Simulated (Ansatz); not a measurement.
# Run report: BN, band-structure calculation

- system: BN (P6₃/mmc, 4 atoms in the cell)
- method: DFT, r2SCAN, plane waves, PAW, no spin polarisation (Ansatz 0.2.0)

The structure was built on a prototype by a generator. The geometry comes from this level: r2SCAN (a point of a series of strains). It belongs to a series of runs on one base structure; here: hydrostatic strain +4.0%. Figures and captions count atoms from 1; the log counts them from 0 in places.

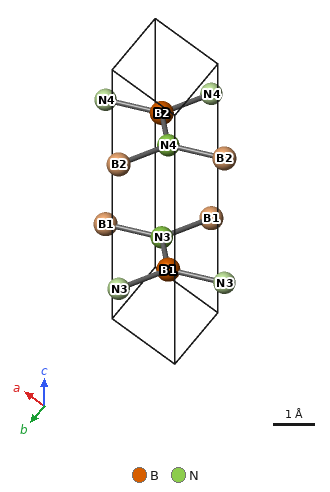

The structure as given in the input (ball-and-stick view of the cell of the calculation, seen at an oblique angle; neighbours outside the cell are drawn fainter; atoms are numbered from 1 in the order of the input).

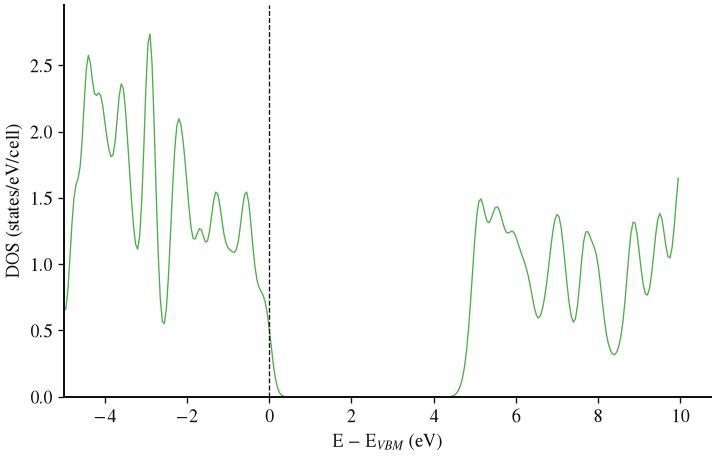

Density of states (the curve is built from the levels of the k mesh with Gaussians 0.3 eV wide, which also blur the band edges), with energies from the valence-band top. There is a gap of 4.73 eV on the k-point mesh. Small ripples come from the finite k-point mesh.

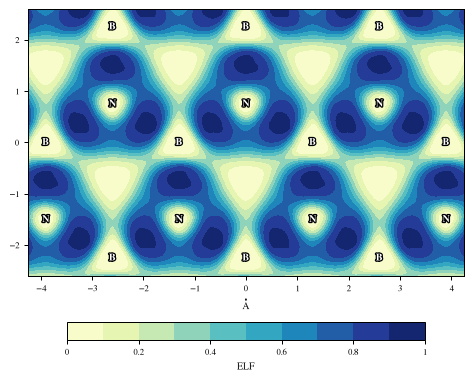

Electron localisation function on the (001) plane of the conventional cell. The plane passes through B and N nuclei. B–N (1.50 Å): the ELF peaks at about 0.95 between the atoms (a polar covalent bond). In a PAW calculation such maps are meaningful between the atoms, not at the nuclei.

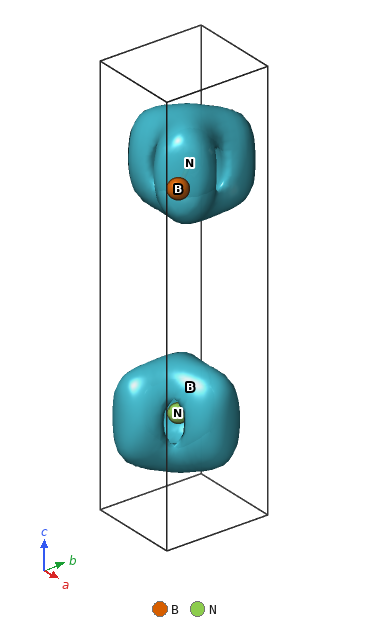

Isosurface of the electron localisation function at 0.75 (cyan), seen slightly off an axis. Core shells and regions of very low density are left out. Sticks mark near contacts. The outline is the cell set on symmetry axes. Along the contacts the grid gives the following.

The input that produced these results follows, with the program's output.

## Input file
```yaml
crystal:
  lattice:
    - [2.6011217309, 0.0, 0.0]
    - [-1.3005608654, 2.2526374973, 0.0]
    - [0.0, 0.0, 7.1695546777]
  atoms:
    - { symbol: B, position: [0.3333333333, 0.6666666667, 0.25] }
    - { symbol: B, position: [0.6666666667, 0.3333333333, 0.75] }
    - { symbol: "N", position: [0.6666666667, 0.3333333333, 0.25] }
    - { symbol: "N", position: [0.3333333333, 0.6666666667, 0.75] }
kpoints:
  mp_grid: { grid: [12, 12, 4] }
  band_path:
    path:
      - [0.0, 0.0, 0.0]
      - [0.5, 0.0, 0.0]
      - [0.3333333333, 0.3333333333, 0.0]
      - [0.0, 0.0, 0.5]
      - [0.5, 0.0, 0.5]
      - [0.3333333333, 0.3333333333, 0.5]
      - [0.0, 0.5, 0.0]
    npoints: 1
hamiltonian:
  xc: r2scan
scf:
  occupations: { method: fixed }
  n_extra_bands: 5
output:
  forces: true
  stress: true
  eigenvalues: true
  write_density: true
  write_potential: true
  elf: true
  volumetric_format: npy
```

Command:
```bash
ansatz run input.yaml --threads 4 --pin off --max-ram 3686MiB --backend cpu --events-out ev --progress --plain --runs-dir out
```

## Output
```
scf.n_extra_bands = 5 over 8 filled bands (N_el = 16.0): the run solves 13 bands
Engine: ansatz 0.2.0, x86_64-unknown-linux-gnu
Pseudopotentials: kind: paw
Pseudopotential: B, paw, valence charge 3, recommended cutoff 500 eV (meta_gga), B.paw.azcp
Pseudopotential: N, paw, valence charge 5, recommended cutoff 500 eV (meta_gga), N.paw.azcp
Functional definition: r2SCAN
  parameter k0 = 0.174
  parameter k1 = 0.065
  parameter a1 = 4.9479
  exchange = r2scan_x(k0 = k0, k1 = k1, a1 = a1)
  correlation = r2scan_c
Crystal: 4 atoms, lattice volume = 42.009 Å³
Basis set: ecut = 500 eV, 1059 PW (Γ), exchange–correlation on 80×80×216 points (64 copies of the dense FFT grid, shifted against one another)
Bands: 13, of which v1, the nominal top of the filled ones, is band 8 counted from 1 (7 counted from 0)
Symmetry: 24 space group operations
Space group: P63/mmc (ITA 194), of the structure as read, at distance tolerance 3.5e-5 Å
k-points: 57 of 576
Non-local potential: B, projectors of the file, l = 0: 2, l = 1: 2, l = 2: 1
Non-local potential: N, projectors of the file, l = 0: 2, l = 1: 2, l = 2: 1
PAW form: soft (Blöchl's): semilocal exchange-correlation on the pseudo side does not see the compensation charge
PAW frozen core: B, regenerated for the run's functional (the file was generated under x = pbe(κ = 0.804, μ = 0.2195149727645171), c = pbe(β = 0.06672455060314922))
PAW frozen core: N, regenerated for the run's functional (the file was generated under x = pbe(κ = 0.804, μ = 0.2195149727645171), c = pbe(β = 0.06672455060314922))
PAW one-centre angular grid: B, 302 points (default); XC on 160 Gauss nodes
PAW one-centre angular grid: N, 302 points (default); XC on 160 Gauss nodes
Initial density: superposition of atomic densities (neutral atoms: chi_scale 0, normalization atom), corrected by the library's trained network
Initial wavefunctions: pseudopotential atomic-orbital guess
Functional: x = r2scan, c = r2scan; τ floored in thin density (d = 2e-4 eV/Å³)
SCF iter   1: F=—  HF=-1087.768719 eV  |F-HF|=—  |Δ(HF+E_count)|=         —  Δρ=8.11e-3  dr2=1.93e-2  dr2_τ=5.12e-1  ethr=1.77e-3  ⟨swp⟩=5.1  Hψ=3830  notcnv=0  defer=158
preconditioner: auto → none  [insulator: Δε(μ)=4.762 eV  Ē_g=16.492 eV  n_scr=4 (ndim 8)  ℏωp=22.9 eV  f_vac=0.057  ε∞_Penn≈2.9]
SCF iter   2: F=—  HF=-1087.883305 eV  |F-HF|=—  |Δ(HF+E_count)|=   1.15e-1  Δρ=4.92e-3  dr2=4.28e-3  dr2_τ=3.03e-4  ethr=1.21e-4  ⟨swp⟩=2.0  Hψ=1768  notcnv=0  defer=171
SCF iter   3: F=—  HF=-1087.883119 eV  |F-HF|=—  |Δ(HF+E_count)|=   1.86e-4  Δρ=1.09e-3  dr2=4.43e-4  dr2_τ=1.48e-4  ethr=2.67e-5  ⟨swp⟩=2.9  Hψ=1246  notcnv=0  defer=171
SCF iter   4: F=—  HF=-1087.883043 eV  |F-HF|=—  |Δ(HF+E_count)|=   7.61e-5  Δρ=3.30e-4  dr2=3.76e-5  dr2_τ=2.57e-6  ethr=2.77e-6  ⟨swp⟩=2.1  Hψ=1202  notcnv=0  defer=170
SCF iter   5: F=—  HF=-1087.883033 eV  |F-HF|=—  |Δ(HF+E_count)|=   1.08e-5  Δρ=1.34e-4  dr2=5.10e-6  dr2_τ=3.72e-7  ethr=2.35e-7  ⟨swp⟩=2.0  Hψ=1072  notcnv=0  defer=70
SCF iter   6: F=—  HF=-1087.883034 eV  |F-HF|=—  |Δ(HF+E_count)|=   9.21e-7  Δρ=5.39e-5  dr2=9.02e-7  dr2_τ=1.43e-8  ethr=3.19e-8  ⟨swp⟩=2.0  Hψ=933  notcnv=0  defer=70
SCF iter   7: F=-1087.883034 eV  HF=-1087.883034 eV  |F-HF|=1.10e-9  |Δ(HF+E_count)|=   1.80e-8  Δρ=9.61e-6  dr2=2.26e-8  dr2_τ=4.91e-10  ethr=6.25e-10  ⟨swp⟩=12.4  Hψ=5852  notcnv=0
SCF 1 converged in 7 iterations: F = -1087.883034 eV  dr2 = 2.26e-8
  greatest PAW one-centre occupation: 0.793 electrons in one spin orbital (limit 2), on the N atom at site 3 (counted from 0), in its partial waves of l = 0
NSCF: frozen V_eff on 7 k-points
SCF converged after 7 iterations
Free energy (F): -1087.883034 eV
Harris-Foulkes:  -1087.883034 eV  (|F-HF|=1.10e-9)
Internal energy: -1087.883034 eV  (E = F + TS)
E sigma→0 (E₀):  -1087.883034 eV
Fermi energy:    3.088168 eV
--- Per-component energies (eV) ---
  E_band       = -65.488307
  E_kinetic    = 355.474304
  E_local      = -744.705985  (includes V_loc(G=0)·N_el)
  E_nonlocal   = 111.763028
  E_hartree    = 245.647788
  E_xc         = -178.982138
  E_vxc        = -248.213669  (∫ρ·V_xc dr)
  E_paw        = -418.269205  (= ΣΔE_a)
  E_vpaw       = -45.448406  (= ΣTr[D̂ρ^β])
  E_aug_tail   = 0.000035  (compensation charges beyond the density's cutoff)
  E_vtau       = 14.347921  (kinetic-family band-sum trace: ∫τ·v_τ [+ j·A + Jᵃ·Aᵃ] dr)
  E_ewald      = -458.714847
  E_core_change = -0.096013  (= ΣΔE_core)
  E_smearing   = -0.000000  (= −TS)
  E_closure    = -0.000000  (closes the sum)
  Σ components = -1087.883034   (vs F -1087.883034, Δ=0.00e0)
--- Forces (eV/Å), atoms counted from 1 ---
  atom   1  B      0.00000000    -0.00000000     0.00000000
  atom   2  B     -0.00000000     0.00000000     0.00000000
  atom   3  N     -0.00000000     0.00000000     0.00000000
  atom   4  N      0.00000000    -0.00000000     0.00000000
  max |Σ_I F_I| component: 1.85e-16 eV/Å
--- Stress (GPa, compression-positive) ---
      -34.112500       0.000000       0.000000
        0.000000     -34.112500       0.000000
        0.000000       0.000000      -0.631893
  P = ⅓ Tr σ = -22.9523 GPa (-229.523 kbar)
--- Band table (eV; the first three rows and the last of 57) ---
  k-point 0: bands = ["-14.9653", "-14.8007", "-2.4508", "-0.8997", "1.6284", "1.6284", "1.6503", "1.6503", "8.2260", "12.8596", "13.7848", "14.5314", "14.5314"]
  k-point 1: bands = ["-14.9419", "-14.8256", "-2.2582", "-1.1724", "1.6316", "1.6316", "1.6471", "1.6471", "8.7882", "11.8070", "14.3982", "14.5429", "14.5429"]
  k-point 2: bands = ["-14.8845", "-14.8845", "-1.7536", "-1.7536", "1.6393", "1.6393", "1.6393", "1.6393", "10.1787", "10.1787", "14.5709", "14.5709", "14.5709"]
  k-point 56: bands = ["-11.5502", "-11.5502", "-4.4033", "-4.4033", "-4.2344", "-4.2344", "3.0882", "3.0882", "8.0901", "8.0901", "15.2375", "15.2375", "16.5284"]
```

## File rho_z.tsv
```
# z_ang	rho[e/angstrom^3]
# format = ansatz-planar-average/11
# lattice	2.601121731	-0.000000000	0.000000000
# lattice	-1.300560865	2.252637497	0.000000000
# lattice	0.000000000	0.000000000	7.169554678
# sites	4
# site	5	0.000000000	1.501758332	1.792388669
# site	5	1.300560865	0.750879166	5.377166008
# site	7	1.300560865	0.750879166	1.792388669
# site	7	0.000000000	1.501758332	5.377166008
0.000000	1.947772e-2
0.132770	2.135122e-2
0.265539	2.739261e-2
0.398309	3.887479e-2
0.531078	5.820186e-2
0.663848	8.907587e-2
0.796617	1.369546e-1
0.929387	2.097198e-1
1.062156	3.176745e-1
1.194926	4.706981e-1
1.327695	6.695200e-1
1.460465	8.843634e-1
1.593234	1.058290e0
1.726004	1.149878e0
1.858773	1.149878e0
1.991543	1.058290e0
2.124312	8.843634e-1
2.257082	6.695200e-1
2.389852	4.706981e-1
2.522621	3.176745e-1
2.655391	2.097198e-1
2.788160	1.369546e-1
2.920930	8.907587e-2
3.053699	5.820186e-2
3.186469	3.887479e-2
3.319238	2.739261e-2
3.452008	2.135122e-2
3.584777	1.947772e-2
3.717547	2.135122e-2
3.850316	2.739261e-2
3.983086	3.887479e-2
4.115855	5.820186e-2
4.248625	8.907587e-2
4.381395	1.369546e-1
4.514164	2.097198e-1
4.646934	3.176745e-1
4.779703	4.706981e-1
4.912473	6.695200e-1
5.045242	8.843634e-1
5.178012	1.058290e0
5.310781	1.149878e0
5.443551	1.149878e0
5.576320	1.058290e0
5.709090	8.843634e-1
5.841859	6.695200e-1
5.974629	4.706981e-1
6.107398	3.176745e-1
6.240168	2.097198e-1
6.372937	1.369546e-1
6.505707	8.907587e-2
6.638477	5.820186e-2
6.771246	3.887479e-2
6.904016	2.739261e-2
7.036785	2.135122e-2
```

## File v_z.tsv
```
# z_ang	v_es[eV]	v_tot[eV]
# format = ansatz-planar-average/11
# xc	r2scan
# density_cutoff_ev	2000
# datasets	B=:simpson_from_first_knot:soft:shift=0	N=:simpson_from_first_knot:soft:shift=0
# lattice	2.601121731	-0.000000000	0.000000000
# lattice	-1.300560865	2.252637497	0.000000000
# lattice	0.000000000	0.000000000	7.169554678
# sites	4
# site	5	0.000000000	1.501758332	1.792388669
# site	5	1.300560865	0.750879166	5.377166008
# site	7	1.300560865	0.750879166	1.792388669
# site	7	0.000000000	1.501758332	5.377166008
0.000000	9.068799e0	3.910968e0
0.132770	9.038283e0	4.115132e0
0.265539	8.936372e0	4.460706e0
0.398309	8.748224e0	4.188734e0
0.531078	8.430619e0	2.940669e0
0.663848	7.929364e0	1.054732e0
0.796617	7.125559e0	-1.208523e0
0.929387	5.938975e0	-3.871095e0
1.062156	4.022122e0	-7.353680e0
1.194926	4.162991e-1	-1.245417e1
1.327695	-4.865498e0	-1.913151e1
1.460465	-1.062822e1	-2.601204e1
1.593234	-1.540878e1	-3.152570e1
1.726004	-1.807043e1	-3.449581e1
1.858773	-1.807043e1	-3.449581e1
1.991543	-1.540878e1	-3.152570e1
2.124312	-1.062822e1	-2.601204e1
2.257082	-4.865498e0	-1.913151e1
2.389852	4.162991e-1	-1.245417e1
2.522621	4.022122e0	-7.353680e0
2.655391	5.938975e0	-3.871095e0
2.788160	7.125559e0	-1.208523e0
2.920930	7.929364e0	1.054732e0
3.053699	8.430619e0	2.940669e0
3.186469	8.748224e0	4.188734e0
3.319238	8.936372e0	4.460706e0
3.452008	9.038283e0	4.115132e0
3.584777	9.068799e0	3.910968e0
3.717547	9.038283e0	4.115132e0
3.850316	8.936372e0	4.460706e0
3.983086	8.748224e0	4.188734e0
4.115855	8.430619e0	2.940669e0
4.248625	7.929364e0	1.054732e0
4.381395	7.125559e0	-1.208523e0
4.514164	5.938975e0	-3.871095e0
4.646934	4.022122e0	-7.353680e0
4.779703	4.162991e-1	-1.245417e1
4.912473	-4.865498e0	-1.913151e1
5.045242	-1.062822e1	-2.601204e1
5.178012	-1.540878e1	-3.152570e1
5.310781	-1.807043e1	-3.449581e1
5.443551	-1.807043e1	-3.449581e1
5.576320	-1.540878e1	-3.152570e1
5.709090	-1.062822e1	-2.601204e1
5.841859	-4.865498e0	-1.913151e1
5.974629	4.162991e-1	-1.245417e1
6.107398	4.022122e0	-7.353680e0
6.240168	5.938975e0	-3.871095e0
6.372937	7.125559e0	-1.208523e0
6.505707	7.929364e0	1.054732e0
6.638477	8.430619e0	2.940669e0
6.771246	8.748224e0	4.188734e0
6.904016	8.936372e0	4.460706e0
7.036785	9.038283e0	4.115132e0
```

## Results in brief

- outcome: converged
- space group (tolerance 0.01 Å): P6₃/mmc (194)
- electrons treated: 16
- free energy: −1087.8830 eV
- Fermi energy: 3.088 eV
- gap on the k-point mesh: 4.73 eV
- pressure: −22.95 GPa
- largest force (length of the vector): under 0.001 eV/Å
- hardware: 4 threads of an x86-64 CPU, shared host
- wall time: 4.2 s (CPU time 11 s)
- peak memory: 0.46 GiB
